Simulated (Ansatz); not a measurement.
## Electronic structure of S in real space

Input

```
crystal:
  lattice:
    - [-2.4693542781, 2.4693542781, 2.3251551481]
    - [2.4693542781, -2.4693542781, 2.3251551481]
    - [2.4693542781, 2.4693542781, -2.3251551481]
  atoms:
    - { symbol: S, position: [0.75, 0.25, 0.5] }
    - { symbol: S, position: [0.25, 0.75, 0.5] }
    - { symbol: S, position: [0.5, 0.5, 0.0] }
basis:
  ecutwfc: 420
kpoints:
  mp_grid: { grid: [14, 14, 14] }
hamiltonian:
  xc: pbe
scf:
  occupations: { method: gaussian, width: 0.1 }
output:
  forces: true
  stress: true
  eigenvalues: true
  write_density: true
  write_potential: true
  elf: true
  volumetric_format: npy
relax:
  adjacent_minimum: "off"
  f_tol: 0.01
  max_steps: 80
  cell: { stress_tol: 0.05 }
```

Run with:

```sh
ansatz run input.yaml --threads 1 --pin off --max-ram 2560MiB --backend cpu --events-out ev --progress --plain --runs-dir out
```

Below, planes, directions and counts refer to the conventional cell (a = 5.01 Å, b = 5.01 Å, c = 4.56 Å, α = 90.00°, β = 90.00°, γ = 90.00°).

The fields are those of the run's last geometry, not of the input's.

Space group I4/mmm; a structure generated by program, which may or may not match a known phase.

Level of theory: DFT PBE, scalar-relativistic, plane waves, PAW in Ansatz 0.2.0.

In a PAW calculation such maps are meaningful between the atoms, not at the nuclei.

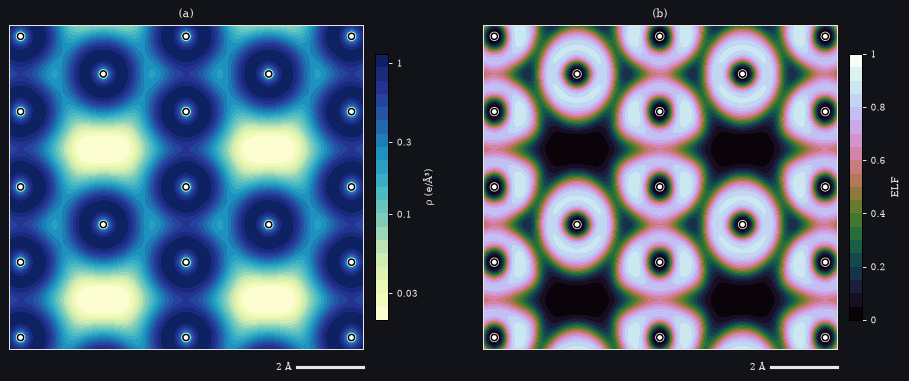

Figure 1. (a) valence electron density; (b) ELF on the (010) plane of the conventional cell. Circles mark the nuclei in the plane (S).

Question: What does the map show?

Answer: The plane passes through S nuclei. S–S (2.28 Å): the density is about 0.63 e/Å³ at the midpoint; the ELF peaks at about 0.80 in the valence shell of S, 0.7 Å from its nucleus, and is about 0.60 at the midpoint. Between the atoms the lowest density in this plane is 0.01 e/Å³.

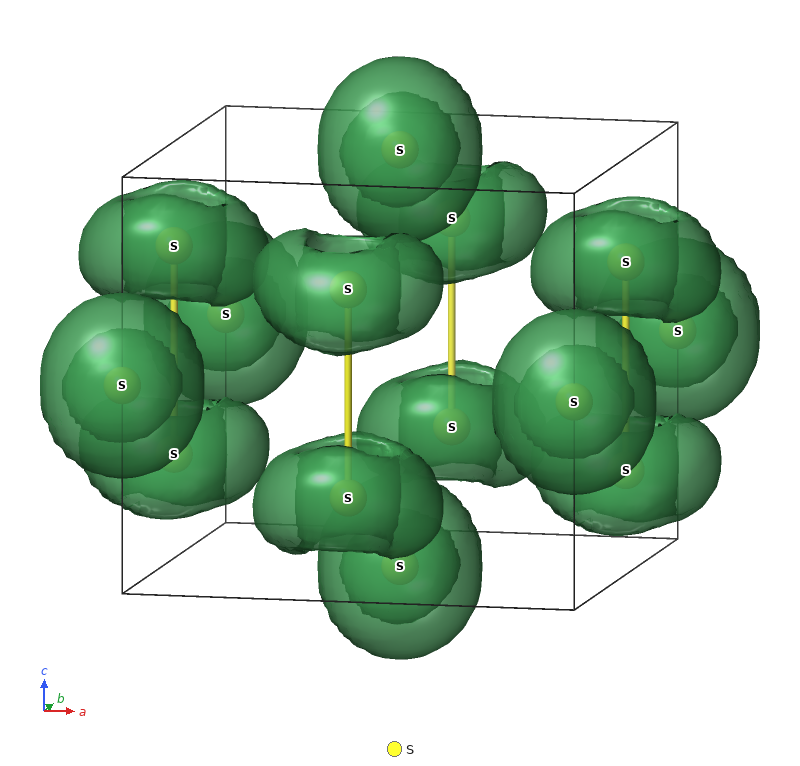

Figure 2. Isosurface of the ELF at 0.8 (green), seen slightly off an axis. Core shells and regions of very low density are left out. Sticks mark near contacts.

Question: Identify the bonds, lone pairs and shells in this picture.

Answer: The surface consists of six regions wrapped around S (the valence shell of each), counted in one cell of 6 atoms. Regions shared between cells count once.

Question: Metal or insulator at this level of theory?

Answer: It is gapless in this calculation (a metal or semimetal).
